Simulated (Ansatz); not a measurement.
A series of calculations on ZnAu

Part 1: Relaxation

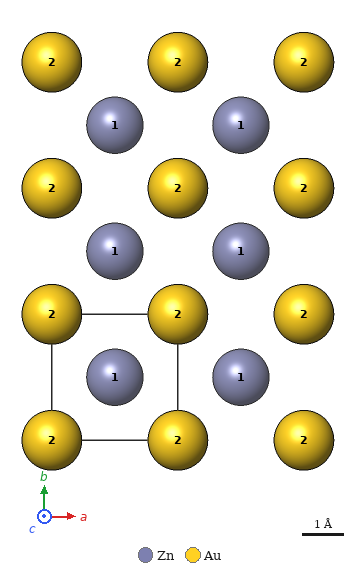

A crystal of ZnAu (set up in Pm-3m), before the relaxation. Style: spheres-only. Shown: the cell of the calculation, repeated 2 × 3 × 1 with one cell outlined, along the c axis.

These are results of DFT PBE, scalar-relativistic, plane waves, PAW (Ansatz 0.2.0), not measurements.

Input
```yaml
crystal:
  lattice:
    - [3.147, 0.0, 0.0]
    - [0.0, 3.147, 0.0]
    - [0.0, 0.0, 3.147]
  atoms:
    - { symbol: Zn, position: [0.5, 0.5, 0.5] }
    - { symbol: Au, position: [0.0, 0.0, 0.0] }
basis:
  ecutwfc: 420
kpoints:
  mp_grid: { grid: [14, 14, 14] }
hamiltonian:
  xc: pbe
scf:
  occupations: { method: gaussian, width: 0.1 }
output:
  forces: true
  stress: true
  eigenvalues: true
relax:
  adjacent_minimum: "off"
  f_tol: 0.005
  max_steps: 80
  cell: { stress_tol: 0.05 }
```

Launched with:
```bash
ansatz run input.yaml --threads 1 --pin off --max-ram 2560MiB --backend cpu --events-out ev --progress --plain --runs-dir out
```

What does the optimiser find from here?

The atoms keep their places relative to the cell (all moves are under 0.005 Å). Cell: a = b = c 3.147 → 3.187 Å (+1.3 %). Volume +3.8 %. Among the contacts that change: Zn1–Au2 2.725 → 2.760 Å. The space group stays Pm-3m (No. 221). Over 3 accepted moves (4 points after the start) the energy falls by 8.6 meV per atom. All forces vanish by symmetry, so only the cell relaxes. Pressure: 4.83 GPa at the start and −0.01 GPa at the end. At 1 point the geometry stayed and the basis and grid were re-selected for the new cell (energy shift of 0.4 meV per atom at most each time).

The end point in the same view:

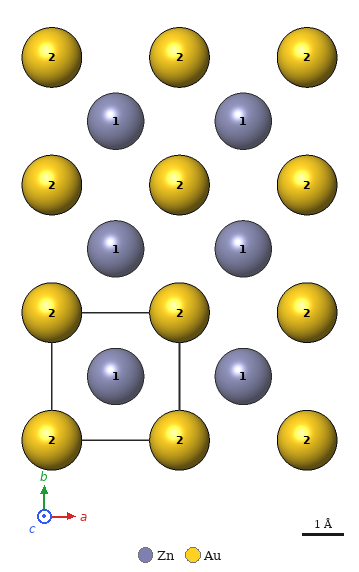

Part 2: Relaxation

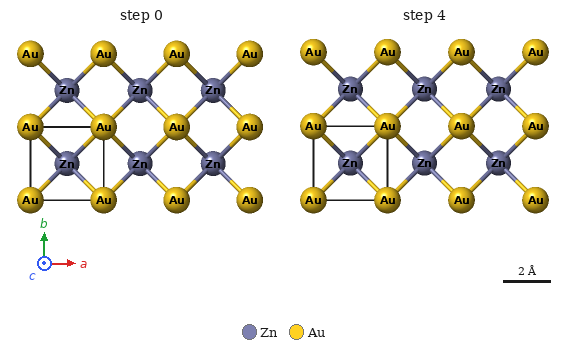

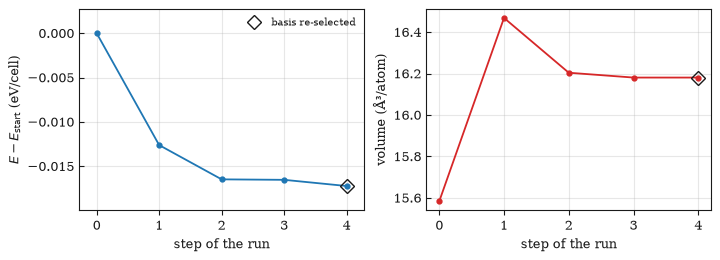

First and last geometry of a relaxation of solid ZnAu (set up in Pm-3m), with the history of the run. The picture is a ball-and-stick view of the cell of the calculation, repeated 3 × 2 × 1 with one cell outlined, seen along the c axis.

Level of theory: DFT PBE, scalar-relativistic, plane waves, PAW; settings changed (Ansatz 0.2.0).

The input:
```yaml
crystal:
  lattice:
    - [3.147, 0.0, 0.0]
    - [0.0, 3.147, 0.0]
    - [0.0, 0.0, 3.147]
  atoms:
    - { symbol: Zn, position: [0.5, 0.5, 0.5] }
    - { symbol: Au, position: [0.0, 0.0, 0.0] }
basis:
  ecutrho_ratio: 6
kpoints:
  mp_grid: { grid: [14, 14, 14] }
hamiltonian:
  xc: pbe
scf:
  occupations: { method: gaussian, width: 0.1 }
  initial_density: { chi_scale: 0.1 }
output:
  forces: true
  eigenvalues: true
  stress: true
relax:
  adjacent_minimum: "off"
  f_tol: 0.005
  max_steps: 80
  cell: { stress_tol: 0.05 }
accuracy: medium
```

Launched with:
```bash
ansatz run input.yaml --threads 1 --pin off --max-ram 2560MiB --backend cpu --events-out ev --progress --plain --runs-dir out
```

### Read the history and describe the run.

It converged. No atom moves by more than 0.005 Å relative to the cell. The volume changes by +3.8 %, with a = b = c 3.147 → 3.187 Å (+1.3 %). Some distances before and after: Zn1–Au2 2.725 → 2.760 Å. The space group stays Pm-3m (No. 221). The energy falls by 17.2 meV per cell of the calculation in 3 accepted moves (4 points after the start). All forces vanish by symmetry, so only the cell relaxes. Pressure: 4.83 GPa at the start and −0.01 GPa at the end. At 1 point the geometry stayed and the basis and grid were re-selected for the new cell (energy shift of 0.7 meV per cell of the calculation at most each time). The run took 26 s on 1 thread of Arm Neoverse V1, with other jobs on the host, peak memory 0.36 GiB.

```tsv
step	E − E(0), meV/atom	pressure, GPa	volume, Å³/atom	note
0	0.00	4.83	15.583	
1	-6.31	-1.95	16.468	
2	-8.24	-0.17	16.204	
3	-8.27	0.00	16.181	
4	-8.62	-0.01	16.181	same geometry, new basis
```

Part 3: A change

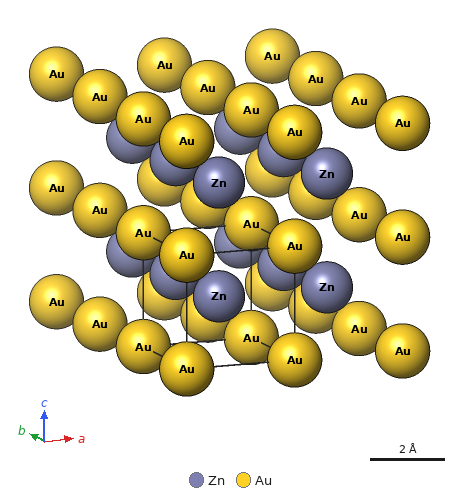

Reference structure: solid ZnAu (set up in Pm-3m). A spheres-only model of the cell of the calculation, repeated 2 × 3 × 2 with one cell outlined, seen slightly off an axis.

These are results of DFT PBE, scalar-relativistic, plane waves, PAW in Ansatz 0.2.0, not measurements. (plane-wave cutoff 420 eV; k-point mesh 14 × 14 × 14; occupations gaussian; smearing width 0.1 eV; no spin polarisation)

The variant: All lengths are scaled by +1.0 % (volume +3.0 %), the atoms keeping their fractional coordinates. No relaxation follows.

> Predict the response.

Among the bonded contacts that change: Au–Zn 2.760 → 2.787 Å. The space group stays Pm-3m (No. 221). The energy rises by 4.9 meV per atom. Pressure: 0.0 GPa before, −3.2 GPa after. All forces vanish by symmetry.
